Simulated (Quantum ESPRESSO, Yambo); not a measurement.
# A GW chain in Yambo: As (buckled honeycomb monolayer), part 2 of 2

How does a plane-wave GW calculation on As (buckled honeycomb monolayer) run from the first input to the gap?

Quantum ESPRESSO 7.5 and Yambo 5.3.0; PBE and many-body steps on it, plane waves. Known limits of the many-body steps: not at the basis limit; no spin-orbit coupling.

So far. Step 3 (Bands along the symmetry lines): The gap is 1.630 eV, −0.015 eV from the run before at this level. Step 4 (Empty states on the mesh, 6×6×1 mesh, 97 bands): On this mesh the gap is 1.646 eV.

**5. Conversion and set-up**

This step: Yambo 5.3.0; conversion and set-up on PBE, plane waves, norm-conserving pseudopotentials.

The states are converted to the many-body program's format and the q mesh is built.

Launch:

```console
(cd o/x.save; p2y > p2y.log; mv SAVE ../..); yambo > setup.log
```

The log of the run:

```text
 Yambo, version 5.3.0

 [02] CORE Variables Setup
 =========================

  [02.01] Unit cells
  ==================

  Cell kind             :  HCP
  Atoms in the cell     :  As
  number of As atoms    :  2

  List of atomic masses
  Mass of As    :  74.92200

  List of atomic coordinates    : [cc]
  As1       : -0.27822E-09   3.9400       11.914      order 1
  As2       :   3.41216   1.97001  14.54168  order 2

  Alat factors          :   6.82431   5.91003  26.45617 [a.u.]
  Direct lattice volume :   1067.03    [a.u.]
  Direct lattice vectors:  A[ 1 ]  A[ 2 ]  A[ 3 ]
   A[ 1 ]:  1.000000 -0.000000  0.000000  [iru]
   6.824311 -0.000000  0.000000  [cc]
   A[ 2 ]: -0.500000  1.000000  0.000000  [iru]
  -3.412155  5.910027  0.000000  [cc]
   A[ 3 ]:  0.000000  0.000000  1.000000  [iru]
    0.00000   0.00000  26.45617  [cc]

  Recip. lattice volume :  0.232469 [a.u.]
  Recip. lattice vectors:  B[ 1 ]  B[ 2 ]  B[ 3 ]
   B[ 1 ]:  1.000000  0.500000  0.000000  [iku]
   0.920706  0.531570 -0.000000  [cc]
   B[ 2 ]:  0.000000  1.000000  0.000000  [iku]
   0.000000  1.063140 -0.000000  [cc]
   B[ 3 ]:  0.000000  0.000000  1.000000  [iku]
  -0.000000 -0.000000  0.237494  [cc]

  [02.02] Symmetries
  ==================

  Inversion symmetry    : yes
  Spatial inversion     : yes
  Inversion index       :   7
  K-space Time-reversal : no
  Magnetic symmetries   : no
  Group table correct   : yes
  Symmetries units      :  [cc]

   [S  1]:   1.0000       0.0000       0.0000     -0.55235E-16   1.0000       0.0000       0.0000       0.0000       1.0000
   [S  2]:   1.0000       0.0000       0.0000     -0.31975E-10  -1.0000       0.0000       0.0000       0.0000      -1.0000
   [S  3]: -0.500000  0.866025  0.000000 -0.866025 -0.500000  0.000000  0.000000  0.000000  1.000000
[...]
[S 11]:  0.500000  0.866025  0.000000  0.866025 -0.500000  0.000000  0.000000  0.000000  1.000000
   [S 12]:  0.500000 -0.866025  0.000000 -0.866025 -0.500000  0.000000  0.000000  0.000000  1.000000

  [02.03] Reciprocal space
  ========================

  nG shells         :   6447
  nG charge         :  144181
  nG WFs            :  21351
  nC WFs            :  18060
  G-vecs. in first 80 shells:  [ Number ]
     1    3    5    7    9   15   27   39   41
    53   55   67   79   81   93   99  111  113
   125  137  149  161  167  169  181  193  205
[...]
809   811   823   835   859   865   877   889
  ...
  Shell energy in first 80 shells:  [ mHa ]
[...]
4971.20      5080.71      5086.20      5107.81      5114.40      5199.01      5331.23      5337.82      5340.02
    5527.54      5537.43      5672.94      5756.45      5760.84      5791.24      6092.67      6101.46      6240.27
    6321.58      6345.39      6461.49      6468.08      6776.11      6781.60      6809.80      6891.11
  ...

  [02.04] K-grid lattice
  ======================

[...]
K/Q-points units:
  rlu = crystal or reduced units; cc = cartesian coordinates; iku = interal k-units

  K [1]          [rlu]:  0.000000  0.000000  0.000000
         WF components:  18001
  K [2]          [rlu]:  0.000000  0.166667  0.000000
         WF components:  17989
  K [3]          [rlu]:  0.000000  0.333333  0.000000
         WF components:  18027
  K [4]          [rlu]:  0.000000 -0.500000  0.000000
         WF components:  18060
  K [5]          [rlu]:  0.166667  0.166667  0.000000
         WF components:  18003
  K [6]          [rlu]:  0.166667  0.333333  0.000000
         WF components:  18020
  K [7]          [rlu]:  0.333333  0.333333  0.000000
         WF components:  18033

  [02.05] Energies & Occupations
  ==============================

  [X] === General ===
  [X] Electronic Temperature                        :  0.000000  0.000000 [eV K]
  [X] Bosonic    Temperature                        :  0.000000  0.000000 [eV K]
  [X] Finite Temperature mode                       : no
  [X] El. density                                   :  0.29092E+24 [cm-3]
  [X] Fermi Level                                   : -0.908984 [eV]

  [X] === Gaps and Widths ===
  [X] Conduction Band Min                           :  1.645614 [eV]
  [X] Valence Band Max                              :  0.000000 [eV]
  [X] Filled Bands                                  :  23
  [X] Empty Bands                                   :   24   97
  [X] Direct Gap                                    :  1.948162 [eV]
  [X] Direct Gap localized at k                     :  1
  [X] Indirect Gap                                  :  1.645614 [eV]
  [X] Indirect Gap between kpts                     :  1  3
  [X] Last valence band width                       :  1.964014 [eV]
  [X] 1st conduction band width                     :  1.151044 [eV]

  E @ K [1]:  [eV]
  -184.7066 -184.7060 -128.1046 -128.1046 -128.1022 -128.1022 -128.0466 -128.0445
[...]
occ @ K [1]
[...]
E @ K [2]:  [eV]
[...]
occ @ K [2]
[...]
E @ K [3]:  [eV]
[...]
occ @ K [3]
[...]
E @ K [4]:  [eV]
[...]
occ @ K [4]
[...]
E @ K [5]:  [eV]
[...]
occ @ K [5]
[...]
E @ K [6]:  [eV]
[...]
occ @ K [6]
[...]
E @ K [7]:  [eV]
[...]
occ @ K [7]
[...]
0.000000  0.000000  0.000000  0.000000  0.000000  0.000000  0.000000  0.000000
   0.000000  0.000000  0.000000  0.000000  0.000000  0.000000  0.000000  0.000000

 [03] Transferred momenta grid and indexing
 ==========================================

 IBZ Q-points                                      :   7
 BZ  Q-points                                      :   36

 K/Q-points units:
 rlu = crystal or reduced units; cc = cartesian coordinates; iku = interal k-units

 Q [1]          [rlu]:  0.000000  0.000000  0.000000
 Q [2]          [rlu]: -0.10630E-16  0.16667       0.0000
 Q [3]          [rlu]: -0.21260E-16  0.33333       0.0000
 Q [4]          [rlu]:  0.31890E-16 -0.50000       0.0000
 Q [5]          [rlu]:  0.166667  0.166667  0.000000
 Q [6]          [rlu]:  0.166667  0.333333  0.000000
 Q [7]          [rlu]:  0.333333  0.333333  0.000000

  [03.01] X indexes
  =================

   [03.01.01] Sigma indexes
   ========================

 [06] Game Over & Game summary
```

The job ended after 2.2 s (1 MPI rank of Arm Neoverse V2, shared host; peak memory 0.26 GiB).

**6. Screening and self-energy, 6×6×1 mesh, 97 bands, screening to 108.8 eV**

Now the one-shot GW correction: screening in the RPA, then the self-energy of the levels asked for.

This step: G0W0 on PBE, plane waves, norm-conserving pseudopotentials.

Input file gw1.in:

```
HF_and_locXC
gw0
dyson
ppa
em1d
rim_cut
rim_w
RandQpts= 3000000
RandGvec= 100 RL
CUTGeo= "slab z"
RandGvecW= 9 RL
EXXRLvcs= 100 Ry
VXCRLvcs= 400 Ry
Chimod= "HARTREE"
% BndsRnXp
 1 | 97 |
%
NGsBlkXp= 8 Ry
% LongDrXp
 1 | 1 | 0 |
%
% GbndRnge
 1 | 97 |
%
DysSolver= "n"
ExtendOut
PPAPntXp= 27.21138 eV
% QPkrange
 1 | 1 | 22 | 25 |
 3 | 3 | 22 | 25 |
%
```

Launch:

```console
OMP_NUM_THREADS=2 mpirun -n 4 yambo -F gw1.in -J gw1 -C gw1 > gw1.log
```

The log of the run:

```text
 Yambo, version 5.3.0

 [02] CORE Variables Setup
 =========================

  [... cell, symmetries and grids as in the set-up ...]

  [02.05] Energies & Occupations
  ==============================

  [X] === General ===
  [X] Electronic Temperature                        :  0.000000  0.000000 [eV K]
  [X] Bosonic    Temperature                        :  0.000000  0.000000 [eV K]
  [X] Finite Temperature mode                       : no
  [X] El. density                                   :  0.29092E+24 [cm-3]
  [X] Fermi Level                                   : -0.908984 [eV]

  [X] === Gaps and Widths ===
  [X] Conduction Band Min                           :  1.645614 [eV]
  [X] Valence Band Max                              :  0.000000 [eV]
  [X] Filled Bands                                  :  23
  [X] Empty Bands                                   :   24   97
  [X] Direct Gap                                    :  1.948162 [eV]
  [X] Direct Gap localized at k                     :  1
  [X] Indirect Gap                                  :  1.645614 [eV]
  [X] Indirect Gap between kpts                     :  1  3
  [X] Last valence band width                       :  1.964014 [eV]
  [X] 1st conduction band width                     :  1.151044 [eV]

 [03] Transferred momenta grid and indexing
 ==========================================

 IBZ Q-points                                      :   7
 BZ  Q-points                                      :   36

 K/Q-points units:
 rlu = crystal or reduced units; cc = cartesian coordinates; iku = interal k-units

 Q [1]          [rlu]:  0.000000  0.000000  0.000000
 Q [2]          [rlu]: -0.10630E-16  0.16667       0.0000
 Q [3]          [rlu]: -0.21260E-16  0.33333       0.0000
 Q [4]          [rlu]:  0.31890E-16 -0.50000       0.0000
 Q [5]          [rlu]:  0.166667  0.166667  0.000000
 Q [6]          [rlu]:  0.166667  0.333333  0.000000
 Q [7]          [rlu]:  0.333333  0.333333  0.000000

 [04] Coloumb potential Random Integration (RIM)
 ===============================================

 Performing RIM of v_slab

  [04.01] RIM initialization
  ==========================

  * Diagonal components only detected *

  8 x (sBL volume)        :  0.051660 [a.u.]
  sBZ random points       :  3000000
  Points outside the sBZ  :  24000829
  RL volume               :  0.232469 [a.u.]
  Integrated volume       :  0.232461 [a.u.]

  [04.02] RIM integrals
  =====================

  Gamma point sphere radius             :  0.041605 [a.u.]
  Points outside the sphere             :  2398884
  [Int_sBZ(q=0) 1/q^2]*(Vol_sBZ)^(-1/3) =:  7.487296
                                 should be <:  7.795600

  Summary of Coulomb integrals for non-metallic bands |Q|[au] RIM/Bare

  Q [1] 0.100000E-4 0.960452 * Q [2] 0.177190 0.997483
  Q [5] 0.306902 1.024611 * Q [3] 0.354380 1.023541
  Q [6] 0.468801 1.017709 * Q [4] 0.531570 1.014578
  Q [7] 0.613804 1.011396
  Non-periodic chartesian directions : none
  Optical renormalization            :  26.45617 [au]
  Polarizability dimension           : length

 [05] Coloumb potential CutOffslab
 =================================

 Cut directionsZ
 Slab Cutoff:Z
 Symmetry test passed : yes

 [06] Dipoles
 ============

  [06.01] Setup: observables and procedures
  =========================================

 [07] Dynamic Dielectric Matrix (PPA)
 ====================================

 [WR./gw1//ndb.pp]---------------------------------------------------------------
  Brillouin Zone Q/K grids (IBZ/BZ)                :    7   36    7   36
  RL vectors                                       :  21365 [WF]
  Coulomb cutoff potential                         : slab z
  Electronic Temperature                           :  0.000000 [K]
  Bosonic    Temperature                           :  0.000000 [K]
  PPA    diel. fun.  energies                      : Perdew, Burke & Ernzerhof(X)+Perdew, Burke & Ernzerhof(C)
  wavefunctions                                    : Perdew, Burke & Ernzerhof(X)+Perdew, Burke & Ernzerhof(C)
  Global Gauge                                     : length
  X matrix size                                    :   403
  X band range                                     :    1   97
  X e/h energy range                               : -1.000000 -1.000000 [eV]
  X Time ordering                                  : R
  X Hxc Kernel                                     : HARTREE
  X Drude frequency                                :  0.000000  0.000000
  X poles                                          :  100.0000 [o/o]
  RL vectors in the sum                            :  21365
  [r,Vnl] included                                 : yes
  Field direction                                  :  0.707107E-5  0.707107E-5   0.00000
  BZ energy Double Grid                            : no
  BZ energy DbGd points                            : 0
  BZ Q point size factor                           : -1.000000
  X Optical Averaged directions                    : none

 [08] Local Exchange-Correlation + Non-Local Fock
 ================================================

 [VXC] Plane waves :  144181
 [EXS] Plane waves :  18025

 QP @ state[ 1 ] K range:  1  1
 QP @ state[ 1 ] b range:  22  25
 QP @ state[ 2 ] K range:  3  3
 QP @ state[ 2 ] b range:  22  25

 [xc] Functional : Perdew, Burke & Ernzerhof(X)+Perdew, Burke & Ernzerhof(C)
 [xc] LIBXC used to calculate xc functional
  PP Number of Atomic Species                      :  1
  NLCC RL compoments                               :  144181
  PP Number of Atomic Species                      :  1
  NLCC RL compoments                               :  144181

 [xc] E_xc :  -47.81823 [Ha]
      E_xc :  -95.63647 [Ry]

  Local XC kind (lXC) : Perdew, Burke & Ernzerhof(X)+Perdew, Burke & Ernzerhof(C)
  Non-Local XC kind (nlXC) : Hartree-Fock

  Corrections @ K [1] :  [eV]
 <22|nlXC|22> = -15.29560  0.15206E-16 <22|lXC|22> = -14.05400  0.37763E-15
 <23|nlXC|23> = -15.29565  0.86626E-17 <23|lXC|23> = -14.05400  0.94408E-16
 <24|nlXC|24> = -8.947748  0.36584E-17 <24|lXC|24> = -12.75027  0.37763E-15
 <25|nlXC|25> = -8.849165  0.13442E-17 <25|lXC|25> = -13.27563 -0.18882E-15

  Corrections @ K [3] :  [eV]
 <22|nlXC|22> = -15.32122 -0.68800E-17 <22|lXC|22> = -13.35911 -0.18882E-15
 <23|nlXC|23> = -14.51672  0.23356E-16 <23|lXC|23> = -12.57056  0.94408E-16
 <24|nlXC|24> = -7.601241  0.42334E-17 <24|lXC|24> = -11.00366  0.000000
 <25|nlXC|25> = -6.559484 -0.24991E-17 <25|lXC|25> = -10.79249  0.14161E-15

 [09] Dyson equation: Newton solver
 ==================================

  [09.01] RIM-W interpolation
  ===========================

  [WARNING] RIM-W works only for 2D semiconductors with slab cutoff
  Found compatible q grid: 2D
  q_min[ 1 ]:  0.16667      0.29894E-11   0.0000     [rlu]
   0.166667  0.083333  0.000000 [iku]
  q_min[ 2 ]:  0.61536E-11  0.16667       0.0000     [rlu]
   0.61536E-11  0.16667       0.0000     [iku]
  G-vectors :   9
  G-vectors loaded:   63
  Number of interpolated frequencies:  2

  Evaluating coefficients q = 0
  Evaluating coefficients q = 0

  [09.02] RIM-W integrals
  =======================

  8 x (sBL volume)        :  0.051660 [a.u.]
  sBZ random points       :  3000000
  Points outside the sBZ  :  24000829
  RL volume               :  0.232469 [a.u.]
  Integrated volume       :  0.232461 [a.u.]

  [09.03] RIM integrals
  =====================

  Comparison between head Wc = W - v averages: < Wc > [au] RIM-W/RIM

   < -Wc [Q = 1] > 0.364112E-1 0.483132E-4 * < -Wc [Q = 2] > 0.005331 0.005141
   < -Wc [Q = 3] > 0.976389E-3 0.955225E-3 * < -Wc [Q = 4] > 0.326183E-3 0.322334E-3
   < -Wc [Q = 5] > 0.001433 0.001399 * < -Wc [Q = 6] > 0.469478E-3 0.464476E-3
   < -Wc [Q = 7] > 0.218579E-3 0.217115E-3

  Comparison between head Wc = W - v averages: < Wc > [au] RIM-W/RIM

   < -Wc [G = 1,G`=0] > 0.364112E-1 0.483132E-4 * < -Wc [G = 2,G`=0] >-0.002020 0.000000
   < -Wc [G = 3,G`=0] >-0.002020 0.000000 * < -Wc [G = 4,G`=0] > 0.698883E-4  0.00000
   < -Wc [G = 5,G`=0] > 0.698676E-4  0.00000 * < -Wc [G = 6,G`=0] > 0.508232E-4  0.00000
   < -Wc [G = 7,G`=0] > 0.508490E-4  0.00000 * < -Wc [G = 8,G`=0] >-0.165367E-4  0.00000
   < -Wc [G = 9,G`=0] >-0.165389E-4  0.00000

 [10] G0W0 (W PPA)
 =================

 [  GW  ] Bands range     :    1   97
 [GW/PPA] G damping       :  0.100000 [eV]

 QP @ state[ 1 ] K range:  1  1
 QP @ state[ 1 ] b range:  22  25
 QP @ state[ 2 ] K range:  3  3
 QP @ state[ 2 ] b range:  22  25

  Sc/G bands                                       :    1   97
  Sc/G damping                                     :  0.100000 ev
  Sc bands terminator                              : no
  Sx RL components                                 :  18025

  QP @ state[ 1 ] K range                          :  1  1
  QP @ state[ 1 ] b range                          :  22  25
  QP @ state[ 2 ] K range                          :  3  3
  QP @ state[ 2 ] b range                          :  22  25
  GF energies kind                                 : Perdew, Burke & Ernzerhof(X)+Perdew, Burke & Ernzerhof(C)
  GF WF`s kind                                     : Perdew, Burke & Ernzerhof(X)+Perdew, Burke & Ernzerhof(C)
  Xs energies kind                                 : Perdew, Burke & Ernzerhof(X)+Perdew, Burke & Ernzerhof(C)
  Xs WF`s kind                                     : Perdew, Burke & Ernzerhof(X)+Perdew, Burke & Ernzerhof(C)

 [14] Game Over & Game summary
```

Wall time 2.2 min (4 MPI ranks); peak memory 3.8 GiB.

This step gave:

| Property | Result |
| --- | --- |
| G0W0 gap on the points computed | 2.549 eV |
| starting gap on the mesh | 1.646 eV |
| k of the valence top | 0, 0, 0 |
| k of the conduction bottom | 0, 0.3333, 0 |
| least direct G0W0 gap on the computed points | 3.037 eV |
| Z at the valence top | 0.7367 |
| Z at the conduction bottom | 0.7438 |

The gap on the mesh goes from 1.65 eV to 2.55 eV, a correction of +0.90 eV.

Limits: finite bands, cutoff and mesh; no spin-orbit coupling. v1 is the top filled band, c1 the lowest empty one. Levels before and after the correction, in eV, zero at the valence-band top of each column:

```tsv
	conduction bottom	valence top
Kohn-Sham	1.65	0.00
G0W0	2.55	0.00
```

```tsv
	level	energy (eV)
Kohn-Sham	Γ v2-v1	0.000
Kohn-Sham	Γ c1	1.948
Kohn-Sham	Γ c2	3.500
Kohn-Sham	(0 0.333 0) v2	-1.527
Kohn-Sham	(0 0.333 0) v1	-0.745
Kohn-Sham	(0 0.333 0) c1	1.646
Kohn-Sham	(0 0.333 0) c2	3.865
G0W0	Γ v2-v1	0.000
G0W0	Γ c1	3.037
G0W0	Γ c2	4.758
G0W0	(0 0.333 0) v2	-1.666
G0W0	(0 0.333 0) v1	-1.004
G0W0	(0 0.333 0) c1	2.549
G0W0	(0 0.333 0) c2	4.857
```

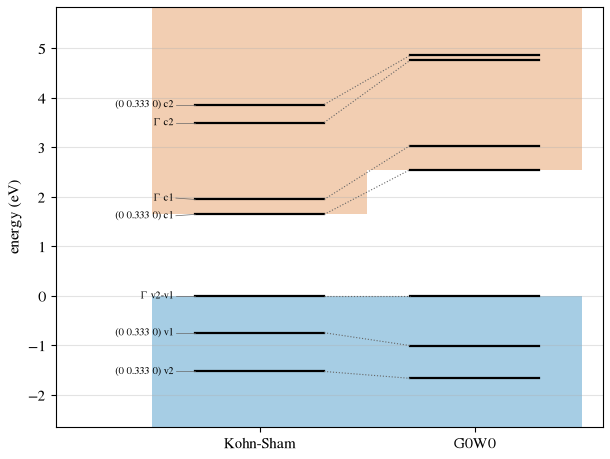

Levels before and after the correction. Shaded: valence and conduction bands.

**7. Where the time went**

Times are wall times on the hardware named with each run, good to a factor of about two.

```tsv
step	time	share	memory (GiB)
ground state	28 s	15 %	1.4
bands along the symmetry lines	10 s	5 %	1.1
empty states on the mesh	16 s	9 %	1.1
conversion and set-up	2.2 s	1 %	0.26
screening and self-energy	2.2 min	70 %	3.8
```

**8. Summary of results**

```
PBE gap              : 1.63 eV, indirect
G0W0 gap on the mesh : 2.55 eV
GW settings          : 6×6×1 mesh, 97 bands, screening to 108.8 eV, Godby-Needs plasmon pole
known limits         : not at the basis limit; no spin-orbit coupling
```

What this shows: G0W0 moves the gap on the mesh from 1.65 eV to 2.55 eV (+0.90 eV), with Z of 0.74 and 0.74 at the edges. Only 2 of the mesh's irreducible points were corrected, so a valley elsewhere could overtake. The dearest step here is «screening and self-energy». Bands and cutoff are finite, so the gap is not at the basis limit. The miss can reach some tenths of an eV and take either sign; the mesh is an error of its own. In the G0W0 run levels were corrected at 2 k points alone, so a gap called «on the mesh» is the least over those, and an edge elsewhere would be missed. The many-body steps are scalar-relativistic: spin-orbit coupling is not in them.

[Paths, hosts, dates, memory and timing lines, banners, echoed tables and standing remarks are left out of the program output.]

[Logs are printed without paths, hosts, clocks, repeated set-up lines and the standing remarks that a program may print on its own settings, such as how far it seeks lower states.]

[Runs of the session that timed out or met a known fault of the program may be left out.]

[Hosts, paths, dates, database ids (printed as entryN), source tags and the programs' standing remarks are cut or masked in the printed files.]
